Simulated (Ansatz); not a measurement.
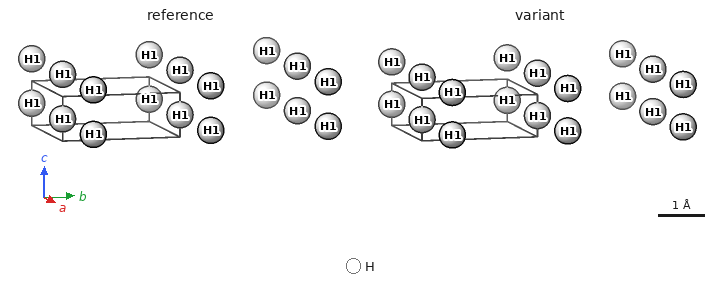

Left: a symmetric starting cell of H. Right: the same structure after one change, at the same scale. Style: ball-and-stick. Shown: the cell of the calculation, repeated 2 × 2 × 2 with one cell outlined, slightly off an axis.

Method: DFT PBE, scalar-relativistic, plane waves, PAW in Ansatz. Settings: plane-wave cutoff 420 eV; k-point mesh 14 × 14 × 34; occupations gaussian; smearing width 0.05 eV; no spin polarisation.

**What distinguishes the right structure from the left one?**

The cell is strained by −4.7 % along c and −1.7 % across it (volume −7.9 %), the atoms keeping their fractional coordinates. No relaxation follows. The starting cell wasn't computed here and needn't be at equilibrium, so pressure and forces aren't due to the change alone.

**How do the computed properties respond?**

The pressure is 8.2 GPa (not all of it need come from the change, since the unchanged cell can be under pressure at this level too). The principal stresses (compression positive) are 19.2 GPa along c and 2.7 GPa across it. All forces vanish by symmetry. The space group stays P4/mmm (No. 123).
